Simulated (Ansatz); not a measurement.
Run report: Rh, geometry relaxation (part 2 of 2)

The same run, continued: Rh (slab, 12 atoms in the cell); DFT PBE+D3(BJ), scalar-relativistic, plane waves, PAW, no spin polarisation (Ansatz 0.2.0); cutoff 420 eV, 6×6×1 k-mesh, Gaussian smearing of 0.1 eV. The structure derives from an entry of the Crystallography Open Database. The input holds or restrains some coordinates. Forces given for the steps count only the free coordinates.

Geometry of the input (Å; fractional positions):
```
4.6459  0.0000  0.0000
-2.3230  4.0235  0.0000
0.0000  0.0000  23.5703
Rh -0.0000  0.3333  0.3606
Rh 0.3333  0.0000  0.3606
Rh 0.6667  0.6667  0.3606
Rh 0.3333  0.3333  0.4535
Rh 0.6667  0.0000  0.4535
Rh 0.0000  0.6667  0.4535
Rh 0.6667  0.3333  0.5465
Rh 0.0000  0.0000  0.5465
Rh 0.3333  0.6667  0.5465
Rh -0.0000  0.3333  0.6394
Rh 0.3333  0.0000  0.6394
Rh 0.6667  0.6667  0.6394
```

Output, continued:
```
--- Per-component energies (eV) ---
  E_band       = -4492.012631
  E_kinetic    = 6874.145449
  E_local      = -342602.409200  (includes V_loc(G=0)·N_el)
  E_nonlocal   = 4263.010486
  E_hartree    = 166782.343507
  E_xc         = -2656.570338
  E_vxc        = -3334.061827  (∫ρ·V_xc dr)
  E_paw        = -43045.636402  (= ΣΔE_a)
  E_vpaw       = -3257.395502  (= ΣTr[D̂ρ^β])
  E_aug_tail   = 0.010154  (compensation charges beyond the density's cutoff)
  E_efield     = 0.000000  (sawtooth field / dipole correction)
  E_vefield    = 0.001449  (∫n·V_field dr)
  E_ewald      = 133555.332261
  E_disp       = -5.824326  (pairwise vdW)
  E_smearing   = -0.091552  (= −TS)
  E_closure    = -0.000000  (closes the sum)
  Σ components = -76835.689960   (vs F -76835.689960, Δ=0.00e0)
--- Forces (eV/Å), atoms counted from 1 ---
  atom   1  Rh     0.00000000     0.00000000     0.13352795
  atom   2  Rh     0.00000000    -0.00000000     0.13352795
  atom   3  Rh     0.00000000     0.00000000     0.13352795
  atom   4  Rh     0.00000000    -0.00000000    -0.13629823
  atom   5  Rh     0.00000000     0.00000000    -0.13629823
  atom   6  Rh     0.00000000    -0.00000000    -0.13629823
  atom   7  Rh    -0.00000000    -0.00000000    -0.00228002
  atom   8  Rh    -0.00000000    -0.00000000    -0.00228002
  atom   9  Rh    -0.00000000    -0.00000000    -0.00228002
  atom  10  Rh    -0.00000000     0.00000000     0.00506560
  atom  11  Rh    -0.00000000     0.00000000     0.00506560
  atom  12  Rh    -0.00000000    -0.00000000     0.00506560
  max |Σ_I F_I| component: 4.59e-5 eV/Å
--- Band table (eV; the first three rows and the last of 7) ---
  k-point 0: bands = ["-73.8119", "-73.7413", "-73.6960", "-73.6960", "-73.6794", "-73.6794", "-73.2047", "-73.1870", "-73.1186", "-73.1186", "-73.1007", "-73.1007", "-41.9551", "-41.8171", "-41.8171", "-41.8149", "-41.8149", "-41.8029", "-41.8029", "-41.6748", "-41.6748", "-41.5715", "-41.5715", "-41.5618", "-41.5595", "-41.5595", "-41.3560", "-41.3560", "-41.2930", "-41.2930", "-41.2304", "-41.2304", "-41.2170", "-41.2170", "-41.2048", "-41.2048", "-41.1933", "-41.1933", "-40.9354", "-40.9011", "-40.8775", "-40.8775", "-40.8531", "-40.8531", "-40.8354", "-40.8354", "-40.8204", "-40.8204", "-2.3744", "-1.2045", "-0.7271", "-0.4431", "0.2041", "0.2041", "0.3285", "0.3285", "0.3420", "0.3420", "0.9082", "0.9082", "0.9332", "0.9332", "1.2402", "1.2402", "1.3949", "1.3949", "2.0350", "2.0473", "2.0473", "2.1349", "2.1349", "2.1432", "2.1432", "2.1528", "2.1528", "2.1582", "2.6729", "2.6729", "2.7831", "2.7831", "2.7907", "2.7907", "2.7915", "2.7915", "2.8064", "2.8064", "2.8087", "2.8087", "3.2363", "3.7791", "3.7791", "4.1015", "4.1015", "4.1197", "4.1197", "4.1220", "4.1220", "4.4504", "4.4504", "4.9919", "4.9919", "5.1829", "5.1829", "5.2945", "5.3598", "5.3598", "5.4258", "5.4258", "5.4291", "5.4291", "5.6667", "5.6667", "6.2435", "10.1374", "10.2798", "11.2286", "12.1495", "12.1495", "12.2604", "12.3475", "12.3475", "12.3486", "12.3486"]
  k-point 1: bands = ["-73.8036", "-73.7356", "-73.7031", "-73.7008", "-73.6808", "-73.6803", "-73.1980", "-73.1802", "-73.1227", "-73.1214", "-73.1048", "-73.1035", "-41.9396", "-41.8937", "-41.8693", "-41.8602", "-41.8399", "-41.7315", "-41.7030", "-41.6492", "-41.6238", "-41.5825", "-41.5704", "-41.5538", "-41.5417", "-41.5296", "-41.3962", "-41.3749", "-41.3433", "-41.3047", "-41.2955", "-41.2811", "-41.2737", "-41.2600", "-41.1252", "-41.1130", "-41.1099", "-41.0981", "-40.9284", "-40.9000", "-40.8842", "-40.8798", "-40.8793", "-40.8696", "-40.8557", "-40.8551", "-40.8479", "-40.8329", "-2.0538", "-0.9022", "-0.4556", "-0.2646", "-0.1492", "-0.0391", "0.1317", "0.1511", "0.2680", "0.4817", "0.6649", "0.8400", "0.8513", "0.9559", "1.1712", "1.2050", "1.2664", "1.3145", "1.6743", "1.8407", "1.9121", "1.9441", "2.0414", "2.1686", "2.2272", "2.2848", "2.3277", "2.4182", "2.4979", "2.5090", "2.6050", "2.6378", "2.7149", "2.8328", "2.8657", "2.9253", "2.9972", "3.0223", "3.0809", "3.4247", "3.5129", "3.6330", "3.6415", "3.9205", "4.0419", "4.1468", "4.1623", "4.2120", "4.2635", "4.5193", "4.5943", "4.6344", "4.6980", "4.8322", "5.0457", "5.3436", "5.3490", "5.3782", "5.4719", "5.6171", "5.6238", "5.7391", "5.8719", "6.4804", "7.6405", "9.6361", "10.3484", "10.4181", "10.4312", "10.5406", "10.9782", "11.5104", "11.5112", "11.5409", "12.1414"]
  k-point 2: bands = ["-73.7813", "-73.7232", "-73.7210", "-73.7083", "-73.6882", "-73.6824", "-73.1801", "-73.1623", "-73.1361", "-73.1261", "-73.1182", "-73.1082", "-41.9534", "-41.9149", "-41.8997", "-41.8614", "-41.8233", "-41.7047", "-41.6673", "-41.6233", "-41.6096", "-41.5530", "-41.5372", "-41.5288", "-41.4951", "-41.4776", "-41.4646", "-41.4612", "-41.4009", "-41.3435", "-41.3423", "-41.3304", "-41.2514", "-41.2375", "-41.0308", "-41.0159", "-41.0125", "-41.0120", "-40.9975", "-40.9974", "-40.9126", "-40.8891", "-40.8871", "-40.8849", "-40.8831", "-40.8706", "-40.8637", "-40.8589", "-1.2185", "-0.7283", "-0.4347", "-0.3997", "-0.1729", "-0.0333", "0.0671", "0.1376", "0.1909", "0.3196", "0.4831", "0.5197", "0.7549", "0.7728", "0.9456", "1.1883", "1.2174", "1.3175", "1.4151", "1.4265", "1.5330", "1.8349", "1.9872", "2.0255", "2.0807", "2.2755", "2.3218", "2.3408", "2.5612", "2.6299", "2.7180", "2.8056", "2.8242", "2.8943", "2.9380", "2.9958", "2.9988", "3.4520", "3.4886", "3.5133", "3.5350", "3.7831", "3.8094", "4.0273", "4.0825", "4.3230", "4.3927", "4.4238", "4.4394", "4.6410", "4.7932", "4.8019", "4.8641", "5.2721", "5.3059", "5.4140", "5.5044", "5.5908", "5.6989", "5.7535", "5.8805", "5.9573", "5.9850", "7.2709", "7.6460", "7.8112", "8.4414", "8.8825", "9.3913", "9.5486", "10.1717", "10.1915", "11.0094", "11.2634", "11.2992"]
  k-point 6: bands = ["-73.7389", "-73.7389", "-73.7389", "-73.6960", "-73.6960", "-73.6960", "-73.1475", "-73.1475", "-73.1475", "-73.1296", "-73.1296", "-73.1296", "-41.8688", "-41.8688", "-41.8688", "-41.8335", "-41.8335", "-41.8335", "-41.6733", "-41.6733", "-41.6733", "-41.5311", "-41.5311", "-41.5311", "-41.4770", "-41.4770", "-41.4770", "-41.3836", "-41.3836", "-41.3836", "-41.2461", "-41.2461", "-41.2461", "-41.2270", "-41.2270", "-41.2270", "-40.9372", "-40.9372", "-40.9372", "-40.9223", "-40.9223", "-40.9223", "-40.8949", "-40.8949", "-40.8949", "-40.8708", "-40.8708", "-40.8708", "-0.5812", "-0.5812", "-0.5812", "-0.4780", "-0.4780", "-0.4780", "-0.1424", "-0.1424", "-0.1424", "0.2374", "0.2374", "0.2374", "0.5565", "0.5565", "0.5565", "0.9973", "0.9973", "0.9973", "1.8719", "1.8719", "1.8719", "2.2275", "2.2275", "2.2275", "2.3840", "2.3840", "2.3840", "2.4494", "2.4494", "2.4494", "3.1680", "3.1680", "3.1680", "3.5300", "3.5300", "3.5300", "3.8280", "3.8280", "3.8280", "4.3611", "4.3611", "4.3611", "4.3705", "4.3705", "4.3705", "4.6944", "4.6944", "4.6944", "4.8646", "4.8646", "4.8646", "5.0828", "5.0828", "5.0828", "5.1943", "5.1943", "5.1943", "5.2542", "5.2542", "5.2542", "5.3525", "5.3525", "5.3525", "5.8018", "5.8018", "5.8018", "7.1876", "7.1876", "7.1876", "9.7164", "9.7164", "9.7164", "11.8484", "11.8484", "11.8484"]
--- Relaxed structure (4 steps of the walk, 4 accepted, 0 SCFs on fresh bases) ---
  F+E_penalty+E_count = -76835.68995962 eV   max|allowed force component| = 5.066e-3 eV/Å
  atoms:
    - { symbol: Rh, position: [2.7755575615628914e-17, 0.33333333333333337, 0.36062314120000005] }
    - { symbol: Rh, position: [0.33333333333333337, -4.0389678347315804e-28, 0.36062314120000005] }
    - { symbol: Rh, position: [0.6666666666666667, 0.6666666666666666, 0.36062314120000005] }
    - { symbol: Rh, position: [0.33333333333333337, 0.3333333333333333, 0.45354104710000004] }
    - { symbol: Rh, position: [0.6666666666666667, -8.077935669463161e-28, 0.45354104710000004] }
    - { symbol: Rh, position: [5.551115123125783e-17, 0.6666666666666667, 0.45354104710000004] }
    - { symbol: Rh, position: [0.6666666666666667, 0.33333333333333337, 0.5447070090357332] }
    - { symbol: Rh, position: [-2.359152762460409e-30, -4.7193372761905214e-30, 0.5447070090357332] }
    - { symbol: Rh, position: [0.3333333333333333, 0.6666666666666666, 0.5447070090357332] }
    - { symbol: Rh, position: [2.7755575615628914e-17, 0.33333333333333337, 0.6368780309640989] }
    - { symbol: Rh, position: [0.33333333333333337, -4.0389678347315804e-28, 0.6368780309640989] }
    - { symbol: Rh, position: [0.6666666666666667, 0.6666666666666666, 0.6368780309640989] }
```

Trajectory as extended XYZ (Å, eV, eV/Å), 4 frames, from step=1 to step=4:
```
12
Lattice="4.6459 0.0000 0.0000 -2.3230 4.0235 0.0000 0.0000 0.0000 23.5703" Properties=species:S:1:pos:R:3:forces:R:3 step=1 energy=-76835.66480
Rh   -0.7743    1.3412    8.5000    0.0000   0.0000   0.1753
Rh    1.5486    0.0000    8.5000    0.0000   0.0000   0.1753
Rh    1.5486    2.6823    8.5000    0.0000   0.0000   0.1753
Rh    0.7743    1.3412   10.6901    0.0000   0.0000   0.1497
Rh    3.0973    0.0000   10.6901    0.0000   0.0000   0.1497
Rh   -1.5486    2.6823   10.6901    0.0000   0.0000   0.1497
Rh    2.3230    1.3412   12.8802    0.0000   0.0000  -0.1496
Rh    0.0000    0.0000   12.8802    0.0000   0.0000  -0.1496
Rh    0.0000    2.6823   12.8802    0.0000   0.0000  -0.1496
Rh   -0.7743    1.3412   15.0703    0.0000   0.0000  -0.1753
Rh    1.5486    0.0000   15.0703    0.0000   0.0000  -0.1753
Rh    1.5486    2.6823   15.0703    0.0000   0.0000  -0.1753
12
Lattice="4.6459 0.0000 0.0000 -2.3230 4.0235 0.0000 0.0000 0.0000 23.5703" Properties=species:S:1:pos:R:3:forces:R:3 step=2 energy=-76835.68047
Rh   -0.7743    1.3412    8.5000    0.0000   0.0000   0.1098
Rh    1.5486    0.0000    8.5000    0.0000   0.0000   0.1098
Rh    1.5486    2.6823    8.5000    0.0000   0.0000   0.1098
Rh    0.7743    1.3412   10.6901    0.0000   0.0000  -0.3018
Rh    3.0973    0.0000   10.6901    0.0000   0.0000  -0.3018
Rh   -1.5486    2.6823   10.6901    0.0000   0.0000  -0.3018
Rh    2.3230    1.3412   12.8188    0.0000   0.0000   0.0338
Rh    0.0000    0.0000   12.8188    0.0000   0.0000   0.0338
Rh    0.0000    2.6823   12.8188    0.0000   0.0000   0.0338
Rh   -0.7743    1.3412   14.9761    0.0000   0.0000   0.1581
Rh    1.5486    0.0000   14.9761    0.0000   0.0000   0.1581
Rh    1.5486    2.6823   14.9761    0.0000   0.0000   0.1581
12
Lattice="4.6459 0.0000 0.0000 -2.3230 4.0235 0.0000 0.0000 0.0000 23.5703" Properties=species:S:1:pos:R:3:forces:R:3 step=3 energy=-76835.68996
Rh   -0.7743    1.3412    8.5000    0.0000   0.0000   0.1335
Rh    1.5486    0.0000    8.5000    0.0000   0.0000   0.1335
Rh    1.5486    2.6823    8.5000    0.0000   0.0000   0.1335
Rh    0.7743    1.3412   10.6901    0.0000   0.0000  -0.1363
Rh    3.0973    0.0000   10.6901    0.0000   0.0000  -0.1363
Rh   -1.5486    2.6823   10.6901    0.0000   0.0000  -0.1363
Rh    2.3230    1.3412   12.8389    0.0000   0.0000  -0.0023
Rh    0.0000    0.0000   12.8389    0.0000   0.0000  -0.0023
Rh    0.0000    2.6823   12.8389    0.0000   0.0000  -0.0023
Rh   -0.7743    1.3412   15.0114    0.0000   0.0000   0.0051
Rh    1.5486    0.0000   15.0114    0.0000   0.0000   0.0051
Rh    1.5486    2.6823   15.0114    0.0000   0.0000   0.0051
12
Lattice="4.6459 0.0000 0.0000 -2.3230 4.0235 0.0000 0.0000 0.0000 23.5703" Properties=species:S:1:pos:R:3:forces:R:3 step=4 energy=-76835.68996
Rh   -0.7743    1.3412    8.5000    0.0000   0.0000   0.1335
Rh    1.5486    0.0000    8.5000    0.0000   0.0000   0.1335
Rh    1.5486    2.6823    8.5000    0.0000   0.0000   0.1335
Rh    0.7743    1.3412   10.6901    0.0000   0.0000  -0.1363
Rh    3.0973    0.0000   10.6901    0.0000   0.0000  -0.1363
Rh   -1.5486    2.6823   10.6901    0.0000   0.0000  -0.1363
Rh    2.3230    1.3412   12.8389    0.0000   0.0000  -0.0023
Rh    0.0000    0.0000   12.8389    0.0000   0.0000  -0.0023
Rh    0.0000    2.6823   12.8389    0.0000   0.0000  -0.0023
Rh   -0.7743    1.3412   15.0114    0.0000   0.0000   0.0051
Rh    1.5486    0.0000   15.0114    0.0000   0.0000   0.0051
Rh    1.5486    2.6823   15.0114    0.0000   0.0000   0.0051
```

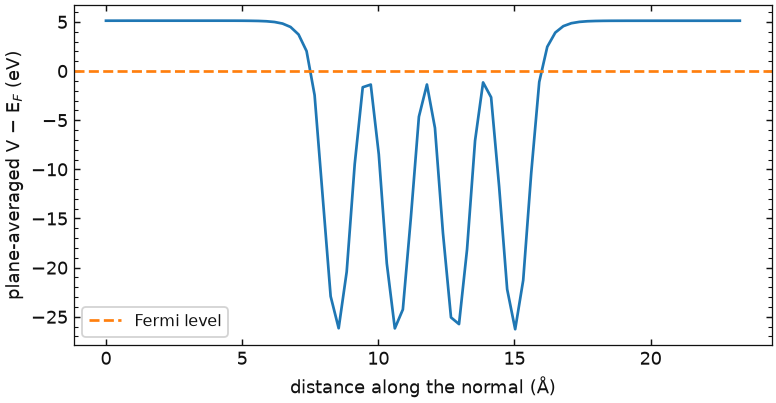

Fig. 1: Plane average of the electrostatic potential energy of an electron across the cell, from the Fermi level. The vacuum level lies 5.12 eV above the Fermi level.

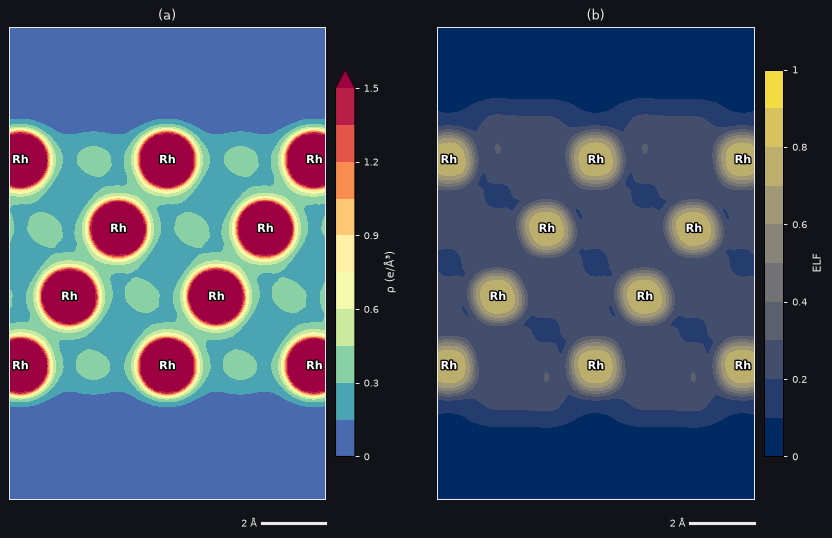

Fig. 2: (a) valence electron density; (b) ELF on the (100) plane of the calculation cell, a cut from vacuum to vacuum. The section cuts through Rh sites. Rh–Rh (2.65 Å): the density is about 0.4 e/Å³ at the midpoint; the ELF is about 0.30 at the midpoint; no localised pair between them. The density dies away to nearly zero in the vacuum. The strong features right at Rh lie inside the PAW spheres (semicore, d or f shells) and say nothing about bonding. Core electrons are frozen (PAW), so the fields are smoothed inside the atomic spheres.

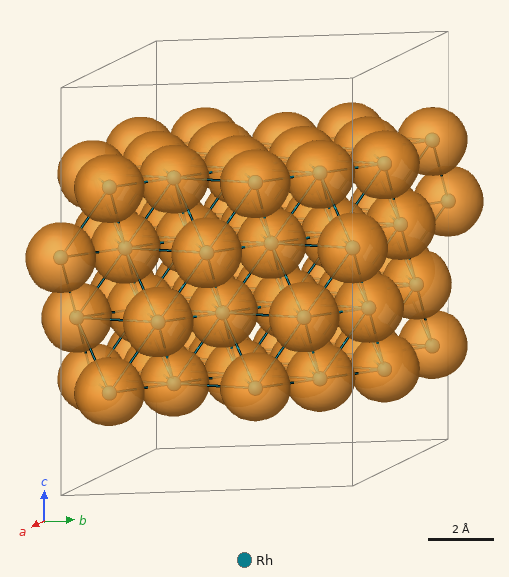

Fig. 3: Isosurface of the valence electron density at 0.5 e/Å³ (orange), seen slightly off an axis. Sticks mark near contacts. At this value the density breaks into separate islands; it holds about 85 % of the electrons treated as valence (semicore included). It is pinched off along the Rh–Rh (2.65 Å) contacts. On the grid the lowest density along these lines, outside the cores, is 0.4 e/Å³ (Rh–Rh, 2.65 Å).
